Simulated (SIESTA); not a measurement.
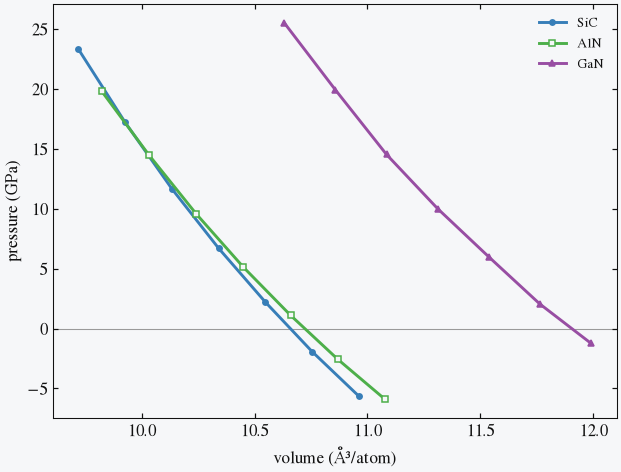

The figure shows the pressure against volume, with one curve for each compound, for AlN, GaN and SiC (all in space group P6_3mc (No. 186)).

How it was computed, with SIESTA 5.4.2: DFT in numerical atomic orbitals with pseudopotentials, no spin polarisation; energies at scaled volumes of the given cell, shape and fractions fixed, counted from the fit's minimum, third-order Birch-Murnaghan fit. Level: PBE.

occupations Fermi–Dirac; smearing width 0.05 eV; potentials PseudoDojo 0.4 standard, converted to PSML, two zetas on semicore shells.

Settings that differ: SiC: k mesh 10×10×5; AlN: k mesh 10×10×6; GaN: k mesh 10×10×5.

Give the values behind the plot as a table.

SiC:
```
volume (Å³/atom)  pressure (GPa)
            9.72           23.31
            9.93           17.20
           10.13           11.66
           10.34            6.70
           10.55            2.21
           10.75           -1.92
           10.96           -5.64
```

AlN:
```
volume (Å³/atom)  pressure (GPa)
            9.82           19.80
           10.03           14.48
           10.24            9.57
           10.45            5.12
           10.66            1.10
           10.87           -2.57
           11.08           -5.91
```

GaN:
```
volume (Å³/atom)  pressure (GPa)
           10.63           25.51
           10.86           19.92
           11.08           14.53
           11.31           10.01
           11.54            5.99
           11.76            2.05
           11.99           -1.23
```

Note: basis without polarisation orbitals (GaN); mulliken charges of long orbitals; shape and atomic fractions are frozen while scaling, which makes layered, chain and framework solids too stiff.
